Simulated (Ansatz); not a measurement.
Input file:

```
crystal:
  lattice:
    - [5.132459234, 0.0, 0.0]
    - [-2.566229617, 4.4448400805, 0.0]
    - [0.0, 0.0, 4.4420897421]
  atoms:
    - { symbol: Mg, position: [0.0, 0.0, 0.0] }
    - { symbol: S, position: [0.0, 0.0, 0.5] }
basis:
  ecutwfc: 420
kpoints:
  mp_grid: { grid: [6, 6, 6] }
hamiltonian:
  xc: pbe
scf:
  occupations: { method: gaussian, width: 0.02 }
output:
  forces: true
  stress: true
  eigenvalues: true
  write_density: true
  write_potential: true
  elf: true
  volumetric_format: npy
relax:
  adjacent_minimum: "off"
  f_tol: 0.01
  max_steps: 80
  cell: { stress_tol: 0.05 }
```

Launched as:

```sh
ansatz run input.yaml --threads 1 --pin off --max-ram 2560MiB --backend cpu --events-out ev --progress --plain --runs-dir out
```

Below, planes, directions and counts refer to the conventional cell (a = 6.53 Å, b = 6.53 Å, c = 4.46 Å, α = 90.00°, β = 90.00°, γ = 120.00°).

The fields are those of the run's last geometry, not of the input's.

Space group P6/mmm; a structure generated by program, which may or may not match a known phase.

Theory: DFT PBE, scalar-relativistic, plane waves, PAW (Ansatz).

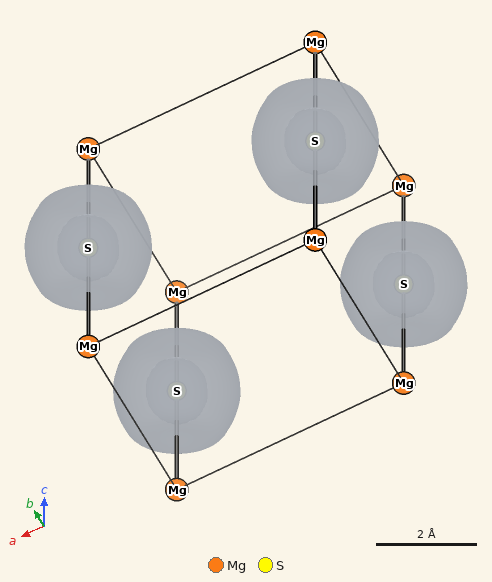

MgS. Isosurface of the ELF at 0.8 (grey), seen at an oblique angle. Only the valence region is drawn (cores and ρ < 0.01 e/Å³ removed). Sticks mark near contacts.

Identify the bonds, lone pairs and shells in this picture.

At this value the surface marks out one region wrapped around S (its valence shell), counted in one cell of 2 atoms. Regions shared between cells count once. Along the contacts the grid gives the following. Mg–S (2.23 Å): the ELF peaks at about 0.85 in the valence shell of S, 0.9 Å from its nucleus, and falls to about 0.10 next to Mg: a closed-shell, largely ionic contact.

Does the calculation make it a metal, or give it a gap?

It is gapped, with a Kohn–Sham gap of 2.4 eV on the k-point mesh, an upper bound to the gap of this method.
